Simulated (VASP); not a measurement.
## Single-point calculation, with input and output: HgTe

- system: HgTe (F-43m, 2 atoms in the cell)
- method: DFT, PBE, plane waves, PAW (VASP 6.6.1)

The structure was built on a prototype by a generator. The geometry comes from this level: r2SCAN (a point of a series of strains).

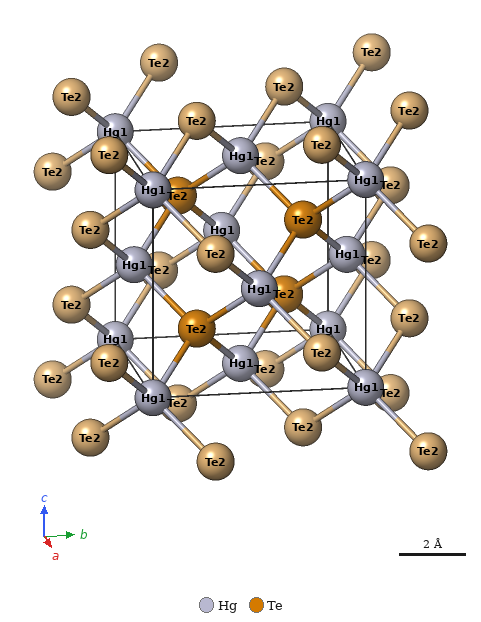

Fig. 1: The structure as given in the input (ball-and-stick view of the cell 4 times as large as that of the calculation, set on its symmetry axes, seen slightly off an axis; neighbours outside the cell are drawn fainter; atoms are numbered from 1 in the order of the input). An atom can appear more than once, as a periodic image.

**INCAR**
```
ENCUT = 520.000000
SIGMA = 0.020000
EDIFF = 1.00e-07
GGA = PE
PREC = Accurate
IBRION = -1
ISIF = 2
ISMEAR = -1
NBANDS = 16
NELM = 120
NSW = 0
LASPH = .TRUE.
LCHARG = .TRUE.
LELF = .TRUE.
LWAVE = .FALSE.
LREAL = .FALSE.
```

**KPOINTS**
```
KPOINTS created by Atomic Simulation Environment
0
Gamma
6 6 6
0 0 0
```

**KPOINTS_OPT**
```
special points
6
Reciprocal
0.0000000000 0.0000000000 0.0000000000 1
-0.5000000000 -0.5000000000 0.0000000000 1
-0.3750000000 -0.3750000000 0.2500000000 1
-0.3750000000 0.0000000000 0.3750000000 1
0.0000000000 0.0000000000 0.5000000000 1
-0.5000000000 -0.2500000000 0.2500000000 1
```

**POSCAR**
```
Hg Te
 1.0000000000000000
     0.0000000000000000    3.2891578862915543    3.2891578862915543
     3.2891578862915543    0.0000000000000000    3.2891578862915543
     3.2891578862915543    3.2891578862915543    0.0000000000000000
 Hg  Te
   1   1
Cartesian
  0.0000000000000000  0.0000000000000000  0.0000000000000000
  1.6445789431457767  1.6445789431457767  1.6445789431457767
```

Machine: 1 CPU thread, shared host.

Launched with:
```bash
mpirun -np 1 vasp_std
```

**OSZICAR**
```
N       E                     dE             d eps       ncg     rms          rms(c)
DAV:   1     0.105072291657E+03    0.10507E+03   -0.78531E+03   512   0.960E+02
DAV:   2    -0.303794844649E-01   -0.10510E+03   -0.97611E+02   600   0.225E+02
DAV:   3    -0.380033859570E+01   -0.37700E+01   -0.37602E+01   608   0.442E+01
DAV:   4    -0.383707069012E+01   -0.36732E-01   -0.36730E-01   776   0.395E+00
DAV:   5    -0.383716451898E+01   -0.93829E-04   -0.93828E-04   648   0.190E-01    0.682E+00
DAV:   6    -0.363767698165E+01    0.19949E+00   -0.39170E-01   608   0.816E+00    0.547E+00
DAV:   7    -0.363108367418E+01    0.65933E-02   -0.91552E-02   568   0.203E+00    0.211E+00
DAV:   8    -0.363057076177E+01    0.51291E-03   -0.94479E-03   592   0.109E+00    0.478E-01
DAV:   9    -0.363059803934E+01   -0.27278E-04   -0.72706E-04   656   0.306E-01    0.105E-01
DAV:  10    -0.363062842139E+01   -0.30382E-04   -0.89711E-05   608   0.828E-02    0.463E-02
DAV:  11    -0.363064321761E+01   -0.14796E-04   -0.29515E-05   608   0.383E-02    0.268E-02
DAV:  12    -0.363064197392E+01    0.12437E-05   -0.33470E-06   584   0.129E-02    0.165E-02
DAV:  13    -0.363064191840E+01    0.55519E-07   -0.40512E-07   656   0.317E-03
   1 F= -.36306419E+01 E0= -.36304651E+01  d E =-.353671E-03
       N       E                     dE             ncg
DAV:   1     0.581746012139E+03   -0.24940E+04      192
DAV:   2    -0.401465193520E+02   -0.62189E+03      224
DAV:   3    -0.620665379089E+02   -0.21920E+02      256
DAV:   4    -0.622748148422E+02   -0.20828E+00      248
DAV:   5    -0.622754536559E+02   -0.63881E-03      288
DAV:   6    -0.622754630425E+02   -0.93866E-05      272
DAV:   7    -0.622754630670E+02   -0.24483E-07      264
```

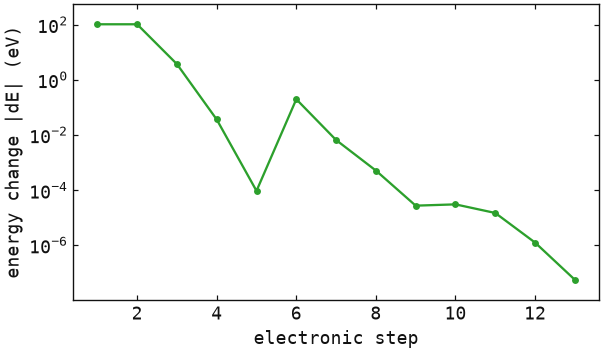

Fig. 2: Convergence of the self-consistent field: energy change |dE| against the electronic step. It takes 13 electronic steps. The density is held fixed in the first few steps, and dE rises again when its update begins.

**Parts of OUTCAR**
```
k-points           NKPTS =     16   k-points in BZ     NKDIM =     16   number of bands    NBANDS=     16

   NELECT =      18.0000    total number of electrons

   dimension x,y,z NGX =    36 NGY =   36 NGZ =   36
   dimension x,y,z NGXF=    72 NGYF=   72 NGZF=   72

  energy-cutoff  :      520.00
  volume of cell :       71.17
      direct lattice vectors                 reciprocal lattice vectors
     0.000000000  3.289157886  3.289157886    -0.152014594  0.152014594  0.152014594
     3.289157886  0.000000000  3.289157886     0.152014594 -0.152014594  0.152014594
     3.289157886  3.289157886  0.000000000     0.152014594  0.152014594 -0.152014594

 k-points in reciprocal lattice and weights: KPOINTS created by Atomic Simulation Env
   0.00000000  0.00000000  0.00000000       0.005
   0.16666667  0.00000000  0.00000000       0.037
   0.33333333  0.00000000  0.00000000       0.037
   0.50000000  0.00000000  0.00000000       0.019
   0.16666667  0.16666667  0.00000000       0.028
   0.33333333  0.16666667  0.00000000       0.111
   0.50000000  0.16666667  0.00000000       0.111
  -0.33333333  0.16666667  0.00000000       0.111
  -0.16666667  0.16666667  0.00000000       0.056
   0.33333333  0.33333333  0.00000000       0.028
   0.50000000  0.33333333  0.00000000       0.111
  -0.33333333  0.33333333  0.00000000       0.056
   0.50000000  0.50000000  0.00000000       0.014
   0.50000000  0.33333333  0.16666667       0.111
  -0.33333333  0.33333333  0.16666667       0.111
  -0.33333333  0.50000000  0.16666667       0.056

 E-fermi :   2.5739

 k-point     1 :       0.0000    0.0000    0.0000
  band No.  band energies     occupation
      1      -9.0624      2.00000
      2      -4.5042      2.00000
      3      -4.5042      2.00000
      4      -4.5042      2.00000
      5      -4.0367      2.00000
      6      -4.0367      2.00000
      7       1.7077      2.00000
      8       2.5600      1.33335
      9       2.5600      1.33335
     10       2.5600      1.33335
     11       6.8784      0.00000
     12       6.8784      0.00000
     13       6.8784      0.00000
     14       9.0607      0.00000
     15      12.0348      0.00000
     16      12.0348      0.00000

 k-point     2 :       0.1667    0.0000    0.0000
  band No.  band energies     occupation
      1      -8.9436      2.00000
      2      -4.4723      2.00000
      3      -4.4723      2.00000
      4      -4.4468      2.00000
      5      -4.0389      2.00000
      6      -4.0389      2.00000
      7       0.2441      2.00000
      8       2.3023      2.00000
      9       2.3023      2.00000
     10       3.3080      0.00000
     11       6.8860      0.00000
     12       7.2239      0.00000
     13       7.2239      0.00000
     14      10.3214      0.00000
     15      11.1267      0.00000
     16      11.1267      0.00000

 k-point     3 :       0.3333    0.0000    0.0000
  band No.  band energies     occupation
      1      -8.6897      2.00000
      2      -4.4166      2.00000
      3      -4.4166      2.00000
      4      -4.1738      2.00000
      5      -4.0307      2.00000
      6      -4.0307      2.00000
      7      -1.5640      2.00000
      8       1.8663      2.00000
      9       1.8663      2.00000
     10       3.3511      0.00000
     11       7.6035      0.00000
     12       7.6035      0.00000
     13       8.3073      0.00000
     14      10.2070      0.00000
     15      11.4119      0.00000
     16      11.4119      0.00000

 k-point     4 :       0.5000    0.0000    0.0000
  band No.  band energies     occupation
      1      -8.5540      2.00000
      2      -4.3948      2.00000
      3      -4.3948      2.00000
      4      -4.0183      2.00000
      5      -4.0183      2.00000
      6      -3.7643      2.00000
      7      -2.5941      2.00000
      8       1.6735      2.00000
      9       1.6735      2.00000
     10       3.2614      0.00000
     11       7.6390      0.00000
     12       7.6390      0.00000
     13       9.4059      0.00000
     14      10.3587      0.00000
     15      12.5387      0.00000
     16      12.5387      0.00000

 k-point     5 :       0.1667    0.1667    0.0000
  band No.  band energies     occupation
      1      -8.9035      2.00000
      2      -4.4738      2.00000
      3      -4.4393      2.00000
      4      -4.4393      2.00000
      5      -4.0565      2.00000
      6      -4.0230      2.00000
      7       0.1542      2.00000
      8       1.9028      2.00000
      9       1.9028      2.00000
     10       3.9878      0.00000
     11       5.9711      0.00000
     12       7.8110      0.00000
     13       7.8110      0.00000
     14       9.8383      0.00000
     15      10.9838      0.00000
     16      12.1792      0.00000

 k-point     6 :       0.3333    0.1667    0.0000
  band No.  band energies     occupation
      1      -8.6923      2.00000
      2      -4.4160      2.00000
      3      -4.3748      2.00000
      4      -4.2860      2.00000
      5      -4.0408      2.00000
      6      -4.0120      2.00000
      7      -1.1602      2.00000
      8       1.2925      2.00000
      9       1.4472      2.00000
     10       4.3686      0.00000
     11       6.2973      0.00000
     12       8.1382      0.00000
     13       8.4165      0.00000
     14      10.2595      0.00000
     15      11.9275      0.00000
     16      12.2060      0.00000

 k-point     7 :       0.5000    0.1667    0.0000
  band No.  band energies     occupation
      1      -8.5121      2.00000
      2      -4.3778      2.00000
      3      -4.3474      2.00000
      4      -4.0780      2.00000
      5      -4.0137      2.00000
      6      -3.7837      2.00000
      7      -2.3925      2.00000
      8       0.7293      2.00000
      9       1.3393      2.00000
     10       4.3335      0.00000
     11       7.0522      0.00000
     12       8.3260      0.00000
     13       8.8557      0.00000
     14      11.0851      0.00000
     15      12.1477      0.00000
     16      12.6493      0.00000

 k-point     8 :      -0.3333    0.1667    0.0000
  band No.  band energies     occupation
      1      -8.5577      2.00000
      2      -4.3751      2.00000
      3      -4.3730      2.00000
      4      -4.0653      2.00000
      5      -4.0425      2.00000
      6      -3.9190      2.00000
      7      -2.0589      2.00000
      8       0.6153      2.00000
      9       1.6586      2.00000
     10       4.3096      0.00000
     11       7.3446      0.00000
     12       7.9874      0.00000
     13       8.5234      0.00000
     14      11.0577      0.00000
     15      11.3881      0.00000
     16      12.5979      0.00000

 k-point     9 :      -0.1667    0.1667    0.0000
  band No.  band energies     occupation
      1      -8.7779      2.00000
      2      -4.4354      2.00000
      3      -4.4135      2.00000
      4      -4.3367      2.00000
      5      -4.0543      2.00000
      6      -4.0181      2.00000
      7      -0.7462      2.00000
      8       1.2107      2.00000
      9       2.1547      2.00000
     10       4.0585      0.00000
     11       6.9453      0.00000
     12       7.4563      0.00000
     13       7.8271      0.00000
     14      10.4327      0.00000
     15      11.4202      0.00000
     16      11.6821      0.00000

 k-point    10 :       0.3333    0.3333    0.0000
  band No.  band energies     occupation
      1      -8.5611      2.00000
      2      -4.3570      2.00000
      3      -4.2910      2.00000
      4      -4.2910      2.00000
      5      -3.9955      2.00000
      6      -3.9915      2.00000
      7      -1.5730      2.00000
      8       0.9199      2.00000
      9       0.9199      2.00000
     10       4.5154      0.00000
     11       5.4717      0.00000
     12       9.5616      0.00000
     13       9.6965      0.00000
     14       9.6965      0.00000
     15      12.5540      0.00000
     16      14.0014      0.00000

 k-point    11 :       0.5000    0.3333    0.0000
  band No.  band energies     occupation
      1      -8.4235      2.00000
      2      -4.3291      2.00000
      3      -4.2511      2.00000
      4      -4.1876      2.00000
      5      -3.9973      2.00000
      6      -3.7270      2.00000
      7      -2.3591      2.00000
      8       0.2713      2.00000
      9       0.7634      2.00000
     10       4.7198      0.00000
     11       5.9473      0.00000
     12       9.1917      0.00000
     13       9.9239      0.00000
     14      11.1631      0.00000
     15      12.8781      0.00000
     16      13.6987      0.00000

 k-point    12 :      -0.3333    0.3333    0.0000
  band No.  band energies     occupation
      1      -8.4231      2.00000
      2      -4.3392      2.00000
      3      -4.2889      2.00000
      4      -4.0868      2.00000
      5      -4.0285      2.00000
      6      -3.6355      2.00000
      7      -2.4983      2.00000
      8      -0.1347      2.00000
      9       1.0969      2.00000
     10       4.8291      0.00000
     11       7.0914      0.00000
     12       9.0959      0.00000
     13       9.3427      0.00000
     14       9.8592      0.00000
     15      11.5699      0.00000
     16      14.2483      0.00000

 k-point    13 :       0.5000    0.5000    0.0000
  band No.  band energies     occupation
      1      -8.3767      2.00000
      2      -4.3223      2.00000
      3      -4.2050      2.00000
      4      -4.2050      2.00000
      5      -3.9818      2.00000
      6      -3.6383      2.00000
      7      -2.5954      2.00000
      8       0.5041      2.00000
      9       0.5041      2.00000
     10       4.4703      0.00000
     11       5.1832      0.00000
     12      10.5938      0.00000
     13      11.2030      0.00000
     14      11.2030      0.00000
     15      12.8177      0.00000
     16      13.8774      0.00000

 k-point    14 :       0.5000    0.3333    0.1667
  band No.  band energies     occupation
      1      -8.5148      2.00000
      2      -4.3492      2.00000
      3      -4.3272      2.00000
      4      -4.1592      2.00000
      5      -4.0149      2.00000
      6      -3.8937      2.00000
      7      -1.9528      2.00000
      8       0.3635      2.00000
      9       1.1246      2.00000
     10       4.9561      0.00000
     11       6.5657      0.00000
     12       7.7536      0.00000
     13       9.6410      0.00000
     14      10.5278      0.00000
     15      12.6783      0.00000
     16      13.5361      0.00000

 k-point    15 :      -0.3333    0.3333    0.1667
  band No.  band energies     occupation
      1      -8.4231      2.00000
      2      -4.3283      2.00000
      3      -4.3001      2.00000
      4      -4.0784      2.00000
      5      -4.0423      2.00000
      6      -3.6209      2.00000
      7      -2.5277      2.00000
      8       0.0563      2.00000
      9       0.8387      2.00000
     10       5.1607      0.00000
     11       7.1217      0.00000
     12       7.9163      0.00000
     13       9.7128      0.00000
     14      10.2797      0.00000
     15      12.8023      0.00000
     16      13.4196      0.00000

 k-point    16 :      -0.3333    0.5000    0.1667
  band No.  band energies     occupation
      1      -8.3775      2.00000
      2      -4.3046      2.00000
      3      -4.2541      2.00000
      4      -4.1380      2.00000
      5      -4.0198      2.00000
      6      -3.5348      2.00000
      7      -2.6402      2.00000
      8       0.2439      2.00000
      9       0.2920      2.00000
     10       5.2296      0.00000
     11       6.3082      0.00000
     12       8.9631      0.00000
     13       9.2120      0.00000
     14      11.7154      0.00000
     15      13.2890      0.00000
     16      13.5437      0.00000

  Total        0.5917809      0.5917809      0.5917809     -0.0000000     -0.0000000     -0.0000000
  in kB       13.3225513     13.3225513     13.3225513     -0.0000000     -0.0000000     -0.0000000
  external PRESSURE =      13.3225513 kB  Pullay stress =       0.0000000 kB

 POSITION                                       TOTAL-FORCE (eV/Angst)
 -----------------------------------------------------------------------------------
      0.00000      0.00000      0.00000        -0.000000     -0.000000     -0.000000
      1.64458      1.64458      1.64458         0.000000      0.000000      0.000000
 -----------------------------------------------------------------------------------
    total drift:                               -0.000000     -0.000000     -0.000000

  FREE ENERGIE OF THE ION-ELECTRON SYSTEM (eV)
  ---------------------------------------------------
  free  energy   TOTEN  =        -3.6306419184 eV

  energy  without entropy=       -3.6302882473  energy(sigma->0) =       -3.63046508
```

**Key numbers**

```tsv
quantity	value
outcome	converged
space group (tolerance 0.01 Å)	F-43m (216)
electrons treated	18
free energy	−3.6306 eV
Fermi energy	2.574 eV
band gap	none (metallic)
pressure	1.33 GPa
largest force (length of the vector)	under 0.001 eV/Å
wall time	18 s
peak memory	0.22 GiB
```

**Remarks**

Spin–orbit coupling is left out, which matters for Hg.
